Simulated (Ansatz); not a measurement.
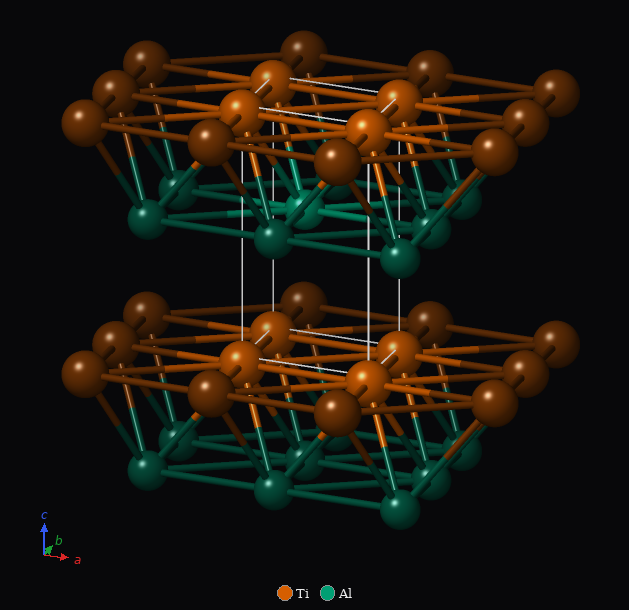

Ball-and-stick model, viewed slightly off an axis. The edges of the conventional unit cell are marked. Neighbours across the faces are drawn wherever a bond reaches them, in fainter colours. Cell: a = 2.890 Å, b = 2.890 Å, c = 4.434 Å, α = 90.00°, β = 90.00°, γ = 120.00°.

The structure is one of TiAl. Space group P3m1 (No. 156), lattice primitive hexagonal. Atoms per cell: 2 (1 Ti, 1 Al). Coordination numbers from the bonds drawn: Ti 9 and Al 9. Not all metal-metal contacts are counted.

The structure comes from a structure listed in the Materials Project. The cell was then strained or its atoms displaced on purpose. A calculation with Ansatz used it as input.

At this level of theory the cell isn't at rest (compressed, at 7 GPa and forces up to 2.8 eV/Å), so its distances can differ from those at equilibrium, the more so the softer the solid.
